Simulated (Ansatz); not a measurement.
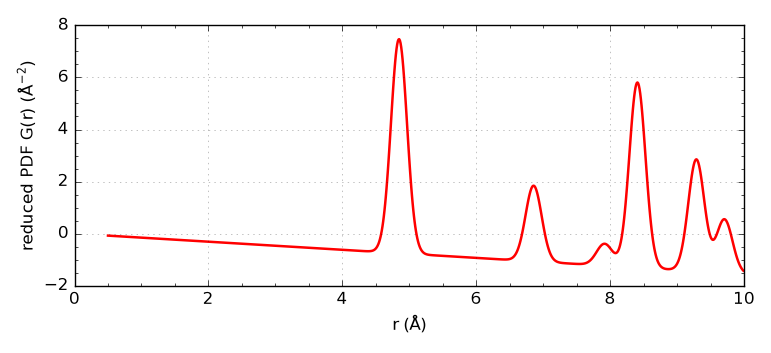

The curve is a calculated neutron PDF: distances of the static structure, each pair weighted by the product of the tabulated coherent neutron scattering lengths (natural isotope mix where the element has one), broadened by Gaussians with σ = 0.12 Å. No termination ripples are included.

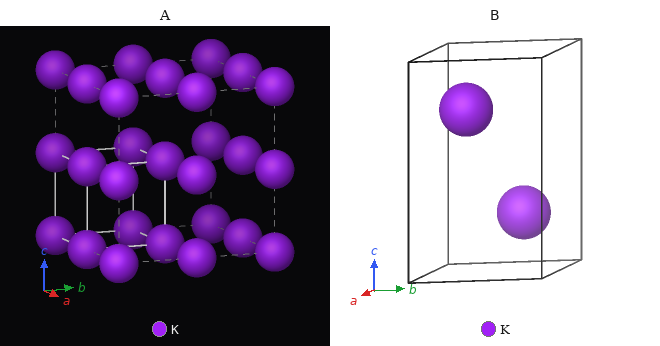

Candidate polymorphs:

A. K, a = 4.103 Å, b = 4.103 Å, c = 4.103 Å, α = 90.00°, β = 90.00°, γ = 90.00°, Pm-3m

B. K, a = 4.854 Å, b = 4.854 Å, c = 7.918 Å, α = 90.00°, β = 90.00°, γ = 120.00°, P6_3/mmc

Origins: A, the end point of a relaxation with DFT, LDA (PW92), plane waves (420 eV) with PAW, scalar-relativistic in Ansatz 0.2.0; the starting structure was generated, so it need not be a known form of this composition; B, the input geometry of an electronic-structure calculation (not necessarily at equilibrium); the starting structure was generated, so it need not be a known form of this composition.

Which candidate gives this PDF?

Candidate B, K, P6_3/mmc (first clear peaks at 4.85 Å (K–K) and 6.86 Å (K–K)). A would give first clear peaks at 4.10 Å (K–K) and 5.80 Å (K–K).
